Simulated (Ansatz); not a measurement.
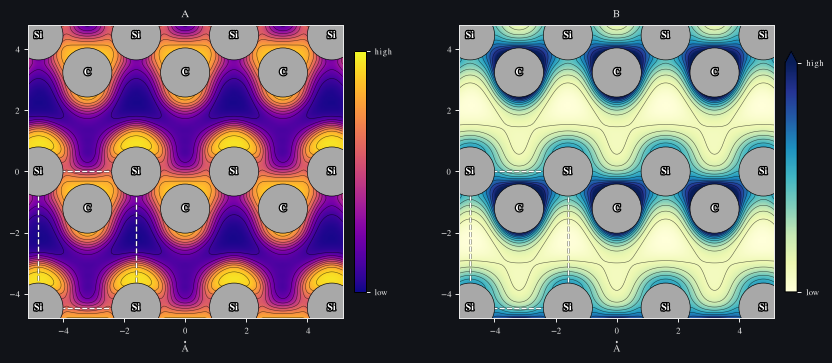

SiC: 2 fields on the (100) plane of the conventional cell, with unlabelled colour scales. Grey discs cover the atomic cores.

Space group P4/nmm; started from the litharge_129 prototype, which need not be the ambient phase.

Computed with DFT PBE, scalar-relativistic, plane waves, PAW (Ansatz).

Q: The panels show electron localisation function and valence pseudo-density in some order. Assign them.

A: Panel A: electron localisation function. Panel B: valence pseudo-density. From the grid: Si–C (2.01 Å): the density is about 0.66 e/Å³ at the midpoint; the ELF peaks at about 0.85 between the atoms.
